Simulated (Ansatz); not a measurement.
**Co: a changed input and its effect**

System: Co (Im-3m, 2 atoms in the cell).
Method of run 1: DFT, LDA (PW92), plane waves (420 eV) with PAW, scalar-relativistic, spin-polarised (Ansatz 0.2.0).

Text and figures count atoms from 1; the logs count them from 0 in places.

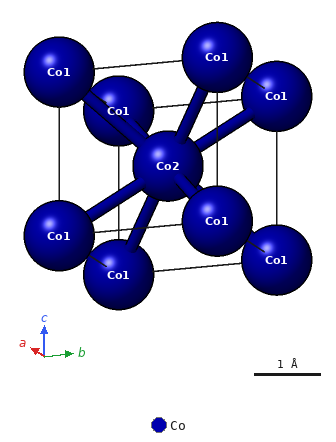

Fig. 1: The structure (ball-and-stick view of the cell of the calculation, seen at an oblique angle; atoms are numbered from 1 in the order of the input). Near neighbours in the crystal (not all of them lie inside the picture): Co has 8 Co at 2.24 Å.

### The input, run 1
```yaml
crystal:
  lattice:
    - [2.5877724966, 0.0, 0.0]
    - [0.0, 2.5877724966, 0.0]
    - [0.0, 0.0, 2.5877724966]
  atoms:
    - { symbol: Co, position: [0.0, 0.0, 0.0], spin: 1.655 }
    - { symbol: Co, position: [0.5, 0.5, 0.5], spin: 1.655 }
hamiltonian:
  xc: lda
  pseudopotentials:
    kind: paw
    azcp:
      Co: "pseudopotentials/Co.paw.azcp"
basis:
  ecutwfc: 420
  fft_grid_basis: typed
kpoints:
  mp_grid: { grid: [13, 13, 13], shift: [0, 0, 0] }
magnetization:
  spin_polarized: true
scf:
  occupations: { method: fermi_dirac, width: 0.05 }
  lower_state_search: "off"
output:
  stress: true
```

Hardware: 2 threads of an x86-64 CPU, shared host.

### Output, shortened to warnings, some set-up lines, iterations and results (run 1)
```
Warning: [file] the record states the generating functional pbe (its physics header spells it `PBE`), which answers neither for hamiltonian.xc's functional nor for the lda family's — results may be inconsistent (PPs are generated against a specific XC)
Basis set: ecut = 420 eV, 341 PW (Γ)
Symmetry: 96 space group operations
k-points: 84 of 2197
Initial density: superposition of atomic densities (chi_scale 0.1, normalization cell)
[...]
SCF iter   1: F=—  HF=-10124.800256 eV  |F-HF|=—  |Δ(HF+E_count)|=         —  Δρ=6.88e-2 (↑3.42e-2 ↓6.88e-2)  dr2=7.72e-1  dr2_m=1.34e-1  M=2.934 μB ∫|m|=2.957 μB  β_m=0.30  …
SCF iter   2: F=—  HF=-10124.701487 eV  |F-HF|=—  |Δ(HF+E_count)|=   9.88e-2  Δρ=3.79e-2 (↑1.54e-2 ↓3.79e-2)  dr2=1.24e-1  dr2_m=8.38e-2  M=2.949 μB ∫|m|=2.987 μB  β_m=0.30  …
SCF iter   3: F=—  HF=-10124.691661 eV  |F-HF|=—  |Δ(HF+E_count)|=   9.83e-3  Δρ=1.90e-2 (↑1.86e-2 ↓1.90e-2)  dr2=5.18e-3  dr2_m=5.20e-2  M=2.957 μB ∫|m|=3.007 μB  β_m=1.00  …
SCF iter   4: F=—  HF=-10124.711493 eV  |F-HF|=—  |Δ(HF+E_count)|=   1.98e-2  Δρ=4.96e-3 (↑4.96e-3 ↓1.24e-3)  dr2=2.91e-3  dr2_m=7.40e-4  M=2.936 μB ∫|m|=3.018 μB  β_m=1.00  …
SCF iter   5: F=—  HF=-10124.723845 eV  |F-HF|=—  |Δ(HF+E_count)|=   1.24e-2  Δρ=3.74e-3 (↑3.74e-3 ↓8.43e-4)  dr2=1.56e-3  dr2_m=4.42e-4  M=2.945 μB ∫|m|=3.034 μB  β_m=1.00  …
[... 7 lines ...]
SCF iter  13: F=—  HF=-10124.740976 eV  |F-HF|=—  |Δ(HF+E_count)|=   5.46e-5  Δρ=5.22e-4 (↑5.22e-4 ↓3.36e-4)  dr2=6.25e-5  dr2_m=1.60e-6  M=3.017 μB ∫|m|=3.116 μB  β_m=0.57  …
SCF iter  14: F=—  HF=-10124.740962 eV  |F-HF|=—  |Δ(HF+E_count)|=   1.48e-5  Δρ=1.56e-4 (↑1.12e-4 ↓1.56e-4)  dr2=5.80e-6  dr2_m=1.87e-7  M=3.017 μB ∫|m|=3.116 μB  β_m=0.46  …
SCF iter  15: F=—  HF=-10124.740960 eV  |F-HF|=—  |Δ(HF+E_count)|=   1.37e-6  Δρ=3.89e-5 (↑2.08e-5 ↓3.89e-5)  dr2=1.95e-7  dr2_m=5.27e-8  M=3.017 μB ∫|m|=3.116 μB  β_m=0.73  …
SCF iter  16: F=-10124.740960 eV  HF=-10124.740960 eV  |F-HF|=4.24e-9  |Δ(HF+E_count)|=   1.63e-8  Δρ=5.03e-6 (↑3.50e-6 ↓5.03e-6)  dr2=4.16e-9  dr2_m=8.50e-10  M=3.017 μB …
SCF 1 converged in 16 iterations: F = -10124.740960 eV  dr2 = 4.16e-9
SCF converged after 16 iterations
Magnetization: 3.0174 μB (18.5087 up, 15.4913 down)
Absolute magnetization: 3.1162 μB (∫|ρ↑−ρ↓|, with the PAW one-centre terms)
Spin contamination: 0.0195 ħ² per cell (⟨S²⟩ above its minimum at these occupations)
Per-site moments (μB) at R_I (Å): [(1.5226246323493826, 0.9244441475239903), (1.5226246323493817, 0.9244441475239903)]
Free energy (F): -10124.740960 eV
Harris-Foulkes:  -10124.740960 eV  (|F-HF|=4.24e-9)
Internal energy: -10124.717645 eV  (E = F + TS)
E sigma→0 (E₀):  -10124.729303 eV
Entropy (-TS):   -0.023315 eV (-11.658 meV/atom)
Fermi energy:    24.176103 eV
--- Per-component energies (eV) ---
  E_band       = -314.806580
  E_kinetic    = 923.412597
  E_local      = -5021.023620  (includes V_loc(G=0)·N_el)
  E_nonlocal   = 923.254219
  E_hartree    = 2131.349537
  E_xc         = -320.698472
  E_vxc        = -416.426119  (∫ρ·V_xc dr)
  E_paw        = -2909.455681  (= ΣΔE_a)
  E_vpaw       = -986.728736  (= ΣTr[D̂ρ^β])
  E_aug_tail   = 0.000048  (compensation charges beyond the density's cutoff)
  E_ewald      = -5852.392774
  E_core_change = 0.836501  (= ΣΔE_core)
  E_smearing   = -0.023315  (= −TS)
  E_closure    = 0.000000  (closes the sum)
  Σ components = -10124.740960   (vs F -10124.740960, Δ=0.00e0)
--- Stress (GPa, compression-positive) ---
       62.556137       0.000000      -0.000000
        0.000000      62.556137       0.000000
        0.000000       0.000000      62.556137
  P = ⅓ Tr σ = 62.5561 GPa (625.561 kbar)
```

The input of run 2 differs as follows (lines with − go, lines with + come):
```diff
-    - [2.5877724966, 0.0, 0.0]
-    - [0.0, 2.5877724966, 0.0]
-    - [0.0, 0.0, 2.5877724966]
+    - [2.7705954749, 0.0, 0.0]
+    - [0.0, 2.7705954749, 0.0]
+    - [0.0, 0.0, 2.7705954749]
```

How does run 2 compare with run 1?

With the same functional and potentials, run 2 lies 246.1 meV per atom lower. The net moment of the cell goes from 3.02 to 3.35 μB. The pressure goes from 62.56 to −9.72 GPa. The volume per atom goes from 8.66 to 10.63 Å³. The SCF takes 15 iterations against 16. The plane waves at Γ go from 341 to 437.

### Output, shortened to warnings, some set-up lines, iterations and results (run 2)
```
Warning: [file] the record states the generating functional pbe (its physics header spells it `PBE`), which answers neither for hamiltonian.xc's functional nor for the lda family's — results may be inconsistent (PPs are generated against a specific XC)
Basis set: ecut = 420 eV, 437 PW (Γ)
Symmetry: 96 space group operations
k-points: 84 of 2197
Initial density: superposition of atomic densities (chi_scale 0.1, normalization cell)
[...]
SCF iter   1: F=—  HF=-10125.192545 eV  |F-HF|=—  |Δ(HF+E_count)|=         —  Δρ=7.65e-2 (↑1.51e-2 ↓7.65e-2)  dr2=4.64e-1  dr2_m=3.69e-1  M=3.273 μB ∫|m|=3.316 μB  β_m=1.00  …
SCF iter   2: F=—  HF=-10125.081563 eV  |F-HF|=—  |Δ(HF+E_count)|=   1.11e-1  Δρ=2.04e-2 (↑7.24e-3 ↓2.04e-2)  dr2=6.41e-2  dr2_m=1.25e-2  M=3.266 μB ∫|m|=3.386 μB  β_m=1.00  …
SCF iter   3: F=—  HF=-10125.119363 eV  |F-HF|=—  |Δ(HF+E_count)|=   3.78e-2  Δρ=6.16e-3 (↑4.20e-3 ↓6.16e-3)  dr2=5.20e-3  dr2_m=1.48e-3  M=3.274 μB ∫|m|=3.415 μB  β_m=1.00  …
SCF iter   4: F=—  HF=-10125.166390 eV  |F-HF|=—  |Δ(HF+E_count)|=   4.70e-2  Δρ=3.54e-3 (↑3.54e-3 ↓1.28e-3)  dr2=2.04e-3  dr2_m=3.07e-4  M=3.281 μB ∫|m|=3.432 μB  β_m=1.00  …
SCF iter   5: F=—  HF=-10125.197225 eV  |F-HF|=—  |Δ(HF+E_count)|=   3.08e-2  Δρ=3.08e-3 (↑3.08e-3 ↓6.44e-4)  dr2=8.97e-4  dr2_m=5.45e-4  M=3.295 μB ∫|m|=3.452 μB  β_m=1.00  …
[... 6 lines ...]
SCF iter  12: F=—  HF=-10125.233106 eV  |F-HF|=—  |Δ(HF+E_count)|=   3.48e-5  Δρ=3.46e-4 (↑3.46e-4 ↓3.33e-4)  dr2=5.12e-5  dr2_m=1.63e-7  M=3.352 μB ∫|m|=3.530 μB  β_m=0.56  …
SCF iter  13: F=—  HF=-10125.233096 eV  |F-HF|=—  |Δ(HF+E_count)|=   9.51e-6  Δρ=2.15e-4 (↑1.00e-4 ↓2.15e-4)  dr2=1.09e-5  dr2_m=7.10e-7  M=3.353 μB ∫|m|=3.530 μB  β_m=0.42  …
SCF iter  14: F=—  HF=-10125.233094 eV  |F-HF|=—  |Δ(HF+E_count)|=   2.00e-6  Δρ=7.70e-5 (↑3.46e-5 ↓7.70e-5)  dr2=1.31e-6  dr2_m=1.09e-7  M=3.353 μB ∫|m|=3.530 μB  β_m=0.71  …
SCF iter  15: F=-10125.233094 eV  HF=-10125.233094 eV  |F-HF|=3.49e-8  |Δ(HF+E_count)|=   2.43e-7  Δρ=1.24e-5 (↑5.79e-6 ↓1.24e-5)  dr2=3.61e-8  dr2_m=2.64e-9  M=3.353 μB …
SCF 1 converged in 15 iterations: F = -10125.233094 eV  dr2 = 3.61e-8
SCF converged after 15 iterations
Magnetization: 3.3528 μB (18.6764 up, 15.3236 down)
Absolute magnetization: 3.5308 μB (∫|ρ↑−ρ↓|, with the PAW one-centre terms)
Spin contamination: 0.0361 ħ² per cell (⟨S²⟩ above its minimum at these occupations)
Per-site moments (μB) at R_I (Å): [(1.7157558508829094, 0.9897550017603645), (1.7157558508829083, 0.9897550017603645)]
Free energy (F): -10125.233094 eV
Harris-Foulkes:  -10125.233094 eV  (|F-HF|=3.49e-8)
Internal energy: -10125.206058 eV  (E = F + TS)
E sigma→0 (E₀):  -10125.219576 eV
Entropy (-TS):   -0.027036 eV (-13.518 meV/atom)
Fermi energy:    19.006862 eV
--- Per-component energies (eV) ---
  E_band       = -479.471856
  E_kinetic    = 908.181016
  E_local      = -5614.549353  (includes V_loc(G=0)·N_el)
  E_nonlocal   = 919.385710
  E_hartree    = 2347.417548
  E_xc         = -315.392937
  E_vxc        = -409.448768  (∫ρ·V_xc dr)
  E_paw        = -2904.873068  (= ΣΔE_a)
  E_vpaw       = -977.894315  (= ΣTr[D̂ρ^β])
  E_aug_tail   = 0.000101  (compensation charges beyond the density's cutoff)
  E_ewald      = -5466.211577
  E_core_change = 0.836501  (= ΣΔE_core)
  E_smearing   = -0.027036  (= −TS)
  E_closure    = -0.000000  (closes the sum)
  Σ components = -10125.233094   (vs F -10125.233094, Δ=0.00e0)
--- Stress (GPa, compression-positive) ---
       -9.721583       0.000000      -0.000000
       -0.000000      -9.721583       0.000000
        0.000000       0.000000      -9.721583
  P = ⅓ Tr σ = -9.7216 GPa (-97.216 kbar)
```

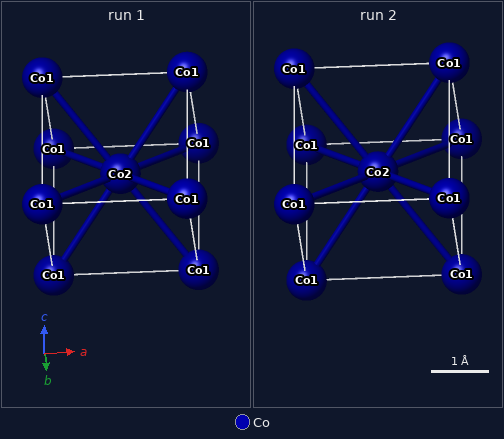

Fig. 2: The two input geometries at one scale (ball-and-stick view of the cell of the calculation, seen at an oblique angle). The atoms keep their places relative to the cell (all moves are under 0.005 Å). Cell: a = b = c 2.588 → 2.771 Å (+7.1 %). Volume +22.7 %. Among the contacts that change: Co1–Co2 2.241 → 2.399 Å.

### The two runs side by side

```tsv
quantity	run 1	run 2
outcome	converged	converged
free energy per atom (eV)	−5062.3705	−5062.6165
energy per atom, smearing taken to zero (eV)	−5062.3647	−5062.6098
net moment of the cell (μB)	3.02	3.35
absolute moment of the cell (μB)	3.12	3.53
pressure (GPa)	62.56	−9.72
volume per atom (Å³)	8.66	10.63
SCF iterations	16	15
irreducible k-points	84	84
plane waves at Γ	341	437
wall time (shared host)	5.4 s	5.4 s
```

For both runs: Warnings: the PAW datasets were made with another functional. For run 1: The cell is under a pressure of 63 GPa at this level, so it is not at its equilibrium volume. For run 2: The cell is under a tension of 9.7 GPa at this level, so it is not at its equilibrium volume.
